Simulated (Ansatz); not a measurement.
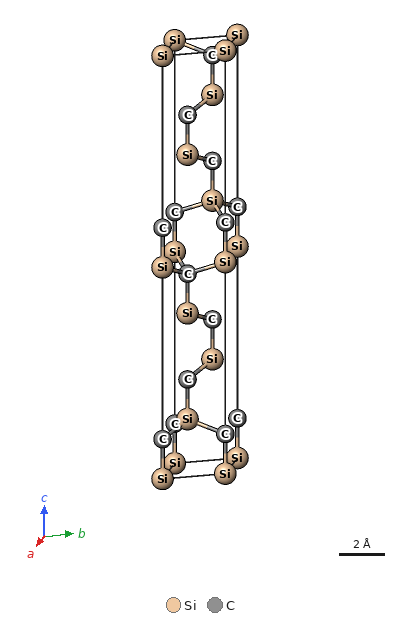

*The structure as given in the input (ball-and-stick view of the cell of the calculation, seen slightly off an axis). An atom can appear more than once, as a periodic image.*

Near neighbours in the periodic cell (some may lie outside the picture): Si has 4 C at 1.84 Å; C has 4 Si at 1.84 Å.

Geometry relaxation, with input and output: SiC (part 1 of 2)

System: SiC (16 atoms in the cell).
Method: DFT PBE, scalar-relativistic, plane waves, PAW, no spin polarisation (Ansatz 0.2.0).

The structure derives from an entry of the Crystallography Open Database. It belongs to a series of runs on one base structure; here: volume × 0.91, shape and atoms relaxed.

The input:
```yaml
crystal:
  lattice:
    - [2.9996300194, 0.0, 0.0]
    - [-1.4998150097, 2.5977557987, 0.0]
    - [0.0, 0.0, 19.6136748115]
  atoms:
    - { symbol: Si, position: [0.3333333333, 0.6666666667, 0.2501175481] }
    - { symbol: Si, position: [0.6666666667, 0.3333333333, 0.7501175481] }
    - { symbol: Si, position: [0.3333333333, 0.6666666667, 0.6249916086] }
    - { symbol: Si, position: [0.6666666667, 0.3333333333, 0.1249916086] }
    - { symbol: Si, position: [0.0, 0.0, 8.61893e-05] }
    - { symbol: Si, position: [0.0, 0.0, 0.5000861893] }
    - { symbol: Si, position: [0.3333333333, 0.6666666667, 0.875165579] }
    - { symbol: Si, position: [0.6666666667, 0.3333333333, 0.375165579] }
    - { symbol: C, position: [0.3333333333, 0.6666666667, 0.9689139898] }
    - { symbol: C, position: [0.6666666667, 0.3333333333, 0.4689139898] }
    - { symbol: C, position: [0.0, 0.0, 0.0938630596] }
    - { symbol: C, position: [0.0, 0.0, 0.5938630596] }
    - { symbol: C, position: [0.3333333333, 0.6666666667, 0.3441167966] }
    - { symbol: C, position: [0.6666666667, 0.3333333333, 0.8441167966] }
    - { symbol: C, position: [0.3333333333, 0.6666666667, 0.7187452291] }
    - { symbol: C, position: [0.6666666667, 0.3333333333, 0.2187452291] }
basis:
  ecutwfc: 420
kpoints:
  mp_grid: { grid: [12, 12, 2] }
hamiltonian:
  xc: pbe
scf:
  occupations: { method: gaussian, width: 0.02 }
output:
  forces: true
  stress: true
  eigenvalues: true
  write_density: true
  write_potential: true
  elf: true
  volumetric_format: npy
relax:
  adjacent_minimum: "off"
  f_tol: 0.01
  max_steps: 30
  cell: { stress_tol: 0.1, fix: [volume] }
```

Launch command:
```bash
ansatz run input.yaml --threads 4 --pin off --max-ram 10240MiB --backend cpu --events-out ev --progress --plain --runs-dir out
```

What the program printed:
```
Engine: ansatz 0.2.0, x86_64-unknown-linux-gnu
Pseudopotentials: kind: paw
Pseudopotential: Si, paw, valence charge 4, recommended cutoff 420 eV (normal), Si.paw.azcp
Pseudopotential: C, paw, valence charge 4, recommended cutoff 420 eV (normal), C.paw.azcp
Functional definition: PBE
  parameter kappa = 0.804
  parameter beta = 0.06672455060314922
  exchange = pbe_x(kappa = kappa, mu = beta*pi^2/3)
  correlation = pbe_c(beta = beta)
Crystal: 16 atoms, lattice volume = 152.836 Å³
Basis set: ecut = 420 eV, 2885 PW (Γ), exchange–correlation on 48×48×270 points (8 copies of the dense FFT grid, shifted against one another)
Bands: 48, of which v1, the nominal top of the filled ones, is band 32 counted from 1 (31 counted from 0)
Symmetry: 12 space group operations
Space group: P63mc (ITA 186), of the structure as read, at distance tolerance 5.3e-5 Å
k-points: 38 of 288
Non-local potential: Si, projectors of the file, l = 0: 2, l = 1: 2, l = 2: 2
Non-local potential: C, projectors of the file, l = 0: 2, l = 1: 2, l = 2: 1
PAW form: soft (Blöchl's): semilocal exchange-correlation on the pseudo side does not see the compensation charge
PAW one-centre angular grid: Si, 110 points (default); XC on 64 Gauss nodes
PAW one-centre angular grid: C, 110 points (default); XC on 64 Gauss nodes
Initial density: superposition of atomic densities (neutral atoms: chi_scale 0, normalization atom), corrected by the library's trained network
Initial wavefunctions: pseudopotential atomic-orbital guess
Functional: x = pbe(κ = 0.804, μ = 0.2195149727645171), c = pbe(β = 0.06672455060314922)
SCF iter   1: F=—  HF=-7096.231228 eV  |F-HF|=—  |Δ(HF+E_count)|=         —  Δρ=2.09e-3  dr2=6.02e-3  ethr=1.77e-3  ⟨swp⟩=7.0  Hψ=8993  notcnv=0  defer=103
preconditioner: auto → none  [insulator: Δε(μ)=1.719 eV  Ē_g=12.539 eV  σ=0.020 eV  W_gap=1.00  n_scr=14 (ndim 8)  ℏωp=24.0 eV  f_vac=0.000  D(μ)=0.00/eV (n_scr^D=0)  ε∞_Penn≈4.7]
SCF iter   2: F=—  HF=-7096.230536 eV  |F-HF|=—  |Δ(HF+E_count)|=   6.92e-4  Δρ=7.39e-4  dr2=3.18e-4  ethr=9.41e-6  ⟨swp⟩=2.3  Hψ=3338  notcnv=0  defer=392
SCF iter   3: F=—  HF=-7096.230925 eV  |F-HF|=—  |Δ(HF+E_count)|=   3.89e-4  Δρ=2.72e-4  dr2=4.34e-5  ethr=4.97e-7  ⟨swp⟩=2.8  Hψ=2782  notcnv=0  defer=392
SCF iter   4: F=—  HF=-7096.231028 eV  |F-HF|=—  |Δ(HF+E_count)|=   1.02e-4  Δρ=4.02e-5  dr2=3.96e-6  ethr=6.79e-8  ⟨swp⟩=2.0  Hψ=2591  notcnv=0  defer=392
SCF iter   5: F=—  HF=-7096.231028 eV  |F-HF|=—  |Δ(HF+E_count)|=   7.84e-7  Δρ=1.05e-5  dr2=1.20e-7  ethr=6.19e-9  ⟨swp⟩=2.0  Hψ=2313  notcnv=0  defer=392
SCF iter   6: F=-7096.231028 eV  HF=-7096.231028 eV  |F-HF|=1.37e-8  |Δ(HF+E_count)|=   1.41e-7  Δρ=2.86e-6  dr2=2.46e-8  ethr=1.56e-10  ⟨swp⟩=16.8  Hψ=13683  notcnv=0
SCF 1 converged in 6 iterations: F = -7096.231028 eV  dr2 = 2.46e-8
  greatest PAW one-centre occupation: 0.656 electrons in one spin orbital (limit 2), on the C atom at site 13 (counted from 0), in its partial waves of l = 0
relax step   1: F+E_penalty+E_count = -7096.23102842 eV  Δ(F+E_penalty+E_count) = +0.000e0 eV  max|allowed force component| = 2.033e-2 eV/Å  Δτ_max = 0.0000 Å  P = +24.190 GPa  Ω = 152.836 Å³  fix = [volume]  reactions: volume +24.190 GPa  (6 SCF iters, dr2 threshold 1.00e-7 eV, accepted)
Initial density: handed on by an earlier stage of this run
Initial wavefunctions: those handed on with the density
iter 1 solved again at ethr=4.54e-9 eV; its pass at ethr=3.10e-3 eV (dr2=2.91e-6 eV) is discarded
SCF iter   1: F=—  HF=-7096.231071 eV  |F-HF|=—  |Δ(HF+E_count)|=         —  Δρ=4.15e-5  dr2=3.14e-6  ethr=4.54e-9  ⟨swp⟩=2.8  Hψ=6125  notcnv=0
preconditioner: auto → none  [insulator: Δε(μ)=1.734 eV  Ē_g=12.545 eV  σ=0.020 eV  W_gap=1.00  n_scr=14 (ndim 8)  ℏωp=24.0 eV  f_vac=0.000  D(μ)=0.00/eV (n_scr^D=0)  ε∞_Penn≈4.7]
SCF iter   2: F=—  HF=-7096.231041 eV  |F-HF|=—  |Δ(HF+E_count)|=   2.96e-5  Δρ=1.29e-5  dr2=2.38e-7  ethr=4.54e-9  ⟨swp⟩=2.1  Hψ=2570  notcnv=0
SCF iter   3: F=—  HF=-7096.231041 eV  |F-HF|=—  |Δ(HF+E_count)|=   4.29e-8  Δρ=5.71e-6  dr2=3.27e-8  ethr=3.72e-10  ⟨swp⟩=2.7  Hψ=3046  notcnv=0
iter 4 did not close the SCF: its close was put off for the readings that it lacked (scf_convergence_deferred on its scf_iter line)
SCF iter   4: F=-7096.231041 eV  HF=-7096.231041 eV  |F-HF|=1.20e-9  |Δ(HF+E_count)|=  8.02e-10  Δρ=1.53e-6  dr2=3.15e-9  ethr=5.11e-11  ⟨swp⟩=2.1  Hψ=2588  notcnv=0
iter 5 did not close the SCF: its close was put off for the readings that it lacked (scf_convergence_deferred on its scf_iter line)
SCF iter   5: F=-7096.231041 eV  HF=-7096.231041 eV  |F-HF|=5.28e-11  |Δ(HF+E_count)|=  1.18e-11  Δρ=5.19e-7  dr2=2.83e-10  ethr=4.93e-12  ⟨swp⟩=2.0  Hψ=2557  notcnv=0
SCF iter   6: F=-7096.231041 eV  HF=-7096.231041 eV  |F-HF|=0.00e0  |Δ(HF+E_count)|=  4.18e-11  Δρ=1.12e-7  dr2=1.16e-11  ethr=1.00e-12  ⟨swp⟩=5.5  Hψ=8776  notcnv=0
SCF 2 converged in 6 iterations: F = -7096.231041 eV  dr2 = 1.16e-11
  greatest PAW one-centre occupation: 0.657 electrons in one spin orbital (limit 2), on the C atom at site 13 (counted from 0), in its partial waves of l = 0
relax step   2: F+E_penalty+E_count = -7096.23104116 eV  Δ(F+E_penalty+E_count) = -1.274e-5 eV  max|allowed force component| = 9.781e-3 eV/Å  Δτ_max = 0.0003 Å  P = +24.190 GPa  Ω = 152.836 Å³  energy of the carried Pulay correction = -4.704e-17 eV  fix = [volume]  reactions: volume +24.190 GPa  (6 SCF iters, accepted)
Initial wavefunctions: pseudopotential atomic-orbital guess (no wavefunctions were taken with the density)
iter 1 solved again at ethr=8.87e-8 eV; its pass at ethr=3.10e-3 eV (dr2=5.68e-5 eV) is discarded
SCF iter   1: F=—  HF=-7096.230999 eV  |F-HF|=—  |Δ(HF+E_count)|=         —  Δρ=9.02e-7  dr2=2.81e-10  ethr=8.87e-8  ⟨swp⟩=4.7  Hψ=15243  notcnv=0
eigensolver tolerance schedule: the retry pair's looser diagonalisation over-reported the residual by 201957.02 of it (diagonalisation noise at an unbounded share of the residual, at the tolerance the schedule requests for it); recorded, not acted on — ethr = c·dr2/N_el stays at c = 1.0e-1
SCF iter   2: F=—  HF=-7096.231019 eV  |F-HF|=—  |Δ(HF+E_count)|=   2.02e-5  Δρ=4.41e-7  dr2=8.57e-11  ethr=1.00e-12  ⟨swp⟩=4.0  Hψ=4553  notcnv=0
iter 3 did not close the SCF: its close was put off for the readings that it lacked (scf_convergence_deferred on its scf_iter line)
SCF iter   3: F=-7096.231019 eV  HF=-7096.231019 eV  |F-HF|=6.00e-11  |Δ(HF+E_count)|=  7.64e-11  Δρ=2.83e-7  dr2=2.53e-11  ethr=1.00e-12  ⟨swp⟩=1.0  Hψ=1824  notcnv=0
iter 4 did not close the SCF: its close was put off for the readings that it lacked (scf_convergence_deferred on its scf_iter line)
SCF iter   4: F=-7096.231019 eV  HF=-7096.231019 eV  |F-HF|=9.09e-13  |Δ(HF+E_count)|=  6.82e-11  Δρ=2.71e-8  dr2=1.35e-12  ethr=1.00e-12  ⟨swp⟩=1.0  Hψ=1824  notcnv=0
iter 5 did not close the SCF: its close was put off for the readings that it lacked (scf_convergence_deferred on its scf_iter line)
SCF iter   5: F=-7096.231019 eV  HF=-7096.231019 eV  |F-HF|=1.82e-12  |Δ(HF+E_count)|=    0.00e0  Δρ=1.39e-8  dr2=2.44e-13  ethr=1.00e-12  ⟨swp⟩=1.0  Hψ=1824  notcnv=0
iter 6 did not close the SCF: its close was put off for the readings that it lacked (scf_convergence_deferred on its scf_iter line)
SCF iter   6: F=-7096.231019 eV  HF=-7096.231019 eV  |F-HF|=1.82e-12  |Δ(HF+E_count)|=    0.00e0  Δρ=8.40e-9  dr2=5.28e-14  ethr=1.00e-12  ⟨swp⟩=1.0  Hψ=1824  notcnv=0
SCF iter   7: F=-7096.231019 eV  HF=-7096.231019 eV  |F-HF|=1.82e-12  |Δ(HF+E_count)|=  1.82e-12  Δρ=4.22e-9  dr2=1.14e-14  ethr=1.00e-12  ⟨swp⟩=3.1  Hψ=5400  notcnv=0
SCF 3 converged in 7 iterations: F = -7096.231019 eV  dr2 = 1.14e-14
relax step   3: F+E_penalty+E_count = -7096.23101875 eV  Δ(F+E_penalty+E_count) = +2.241e-5 eV  max|allowed force component| = 9.792e-3 eV/Å  Δτ_max = 0.0000 Å  P = +24.190 GPa  Ω = 152.836 Å³  fix = [volume]  reactions: volume +24.190 GPa  stress off target by 2.34e-2 GPa on what of the cell is left free  SCF on the basis re-selected at this cell (its energy is not comparable with the rows above)  (7 SCF iters)
```

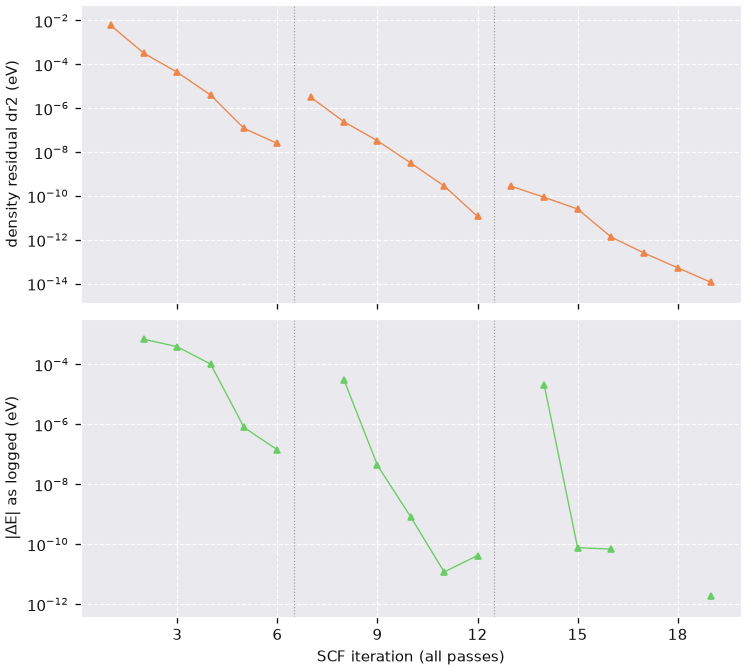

*Convergence of the self-consistent field: density residual dr2 and size of the energy change against the SCF iteration. The dotted lines part the SCF passes of the relaxation: geometry steps, rejected trials and re-solves on a re-selected basis.*

The passes take 6, 6 and 7 iterations.

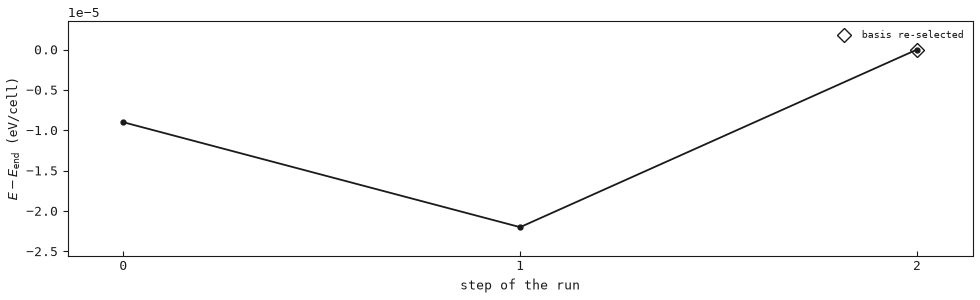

*Progress of the relaxation, step by step (the first geometry is step 0 here and step 1 in the log).*

No atom moves by more than 0.005 Å. The cell doesn't change. The space group stays P6_3mc (No. 186). The energy falls by next to nothing (0.0 meV per cell of the calculation) in 1 geometry step. The largest force component goes from 0.02 to 0.0098 eV/Å. Pressure: 24.19 GPa at the start and 24.19 GPa at the end. A last SCF at the same geometry on a re-selected plane-wave basis shifts the energy by +0.0 meV per cell of the calculation. (Atoms are counted from 1 in the order of the input.)

```
basis re-selected at this cell: Δ(F+E_penalty+E_count) = +2.241e-5 eV, ΔP = -0.000 GPa vs the last step (what re-selecting the basis moved, of the pressure what is left beyond the Pulay correction that the steps carried, after the strain that the cell walked since its last selection, with what the two solves' SCF thresholds leave and, on support functions, any second-order correction that the steps lacked; it is no measure of the basis error at this ecutwfc). This SCF's stress stands 2.34e-2 GPa from its target on what of the cell is left free (relax.cell.stress_tol is 1.00e-1 GPa) and its largest allowed force component is 9.79e-3 eV/Å (relax.f_tol is 1.00e-2 eV/Å): within both
SCF converged after 7 iterations
Free energy (F): -7096.231019 eV
Harris-Foulkes:  -7096.231019 eV  (|F-HF|=1.82e-12)
Internal energy: -7096.231019 eV  (E = F + TS)
E sigma→0 (E₀):  -7096.231019 eV
Fermi energy:    11.418678 eV
--- Per-component energies (eV) ---
  E_band       = 282.205029
  E_kinetic    = 1121.715330
  E_local      = -798.229318  (includes V_loc(G=0)·N_el)
  E_nonlocal   = 423.667597
  E_hartree    = 251.143774
  E_xc         = -855.849311
  E_vxc        = -890.309157  (∫ρ·V_xc dr)
  E_paw        = -4899.829355  (= ΣΔE_a)
  E_vpaw       = -76.927095  (= ΣTr[D̂ρ^β])
  E_aug_tail   = 0.000124  (compensation charges beyond the density's cutoff)
  E_ewald      = -2338.849859
  E_smearing   = -0.000000  (= −TS)
  E_closure    = -0.000000  (closes the sum)
  Σ components = -7096.231019   (vs F -7096.231019, Δ=0.00e0)
```
